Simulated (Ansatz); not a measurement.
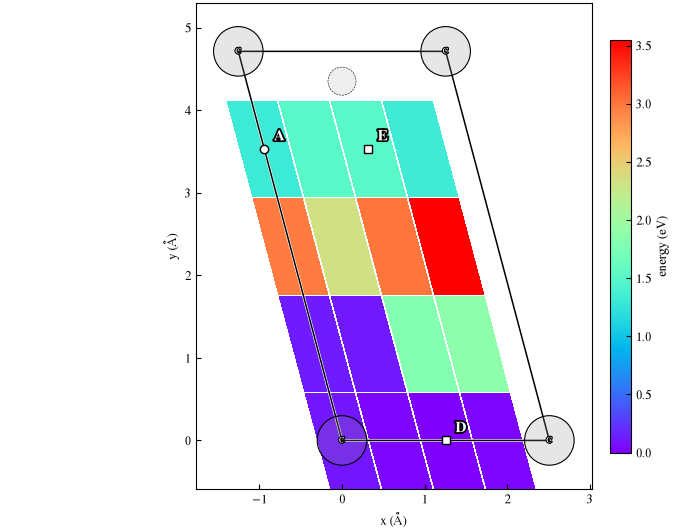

C on a C(101) slab cut from the P6_3/mmc phase, its upper half relaxed before the scan (20 atoms of substrate and one adsorbate in a 2 × 1 cell). C is moved over the surface cell; relaxed at each place: the height of the adsorbate's atoms; substrate rigid; the origin of the map has the adsorbate above C19. Places are given modulo a cell vector. The map is drawn in real space over the plane of the surface. The scan uses a 4 × 4 grid. Places are given in fractions of the 1 × 1 surface cell. Energies are in eV, from the lowest grid point. The relaxed height changes by up to 0.8 Å between neighbouring points. The magnetic moment jumps between some neighbouring points. Method: DFT PBE, scalar-relativistic, plane waves, PAW (Ansatz 0.2.0). Settings: cutoff 420 eV, k-mesh 6×6×1, gaussian smearing 0.05 eV, spin-polarised.

The picture shows one coloured cell a grid point, labelled circles for the atoms of the top layer and small ones for the second layer, the outline of one cell of the plane, lettered points.

Q: Is D the lowest point of the computed grid?

A: Yes. D, at a bridge site between two C atoms, (2/4, 0/4) of the cell vectors, has the lowest energy of the grid.

Q: Rank the lettered points by energy, lowest first.

A: D (0.00 eV), A (1.32 eV), E (1.52 eV).

PAW datasets: the set soft_1.
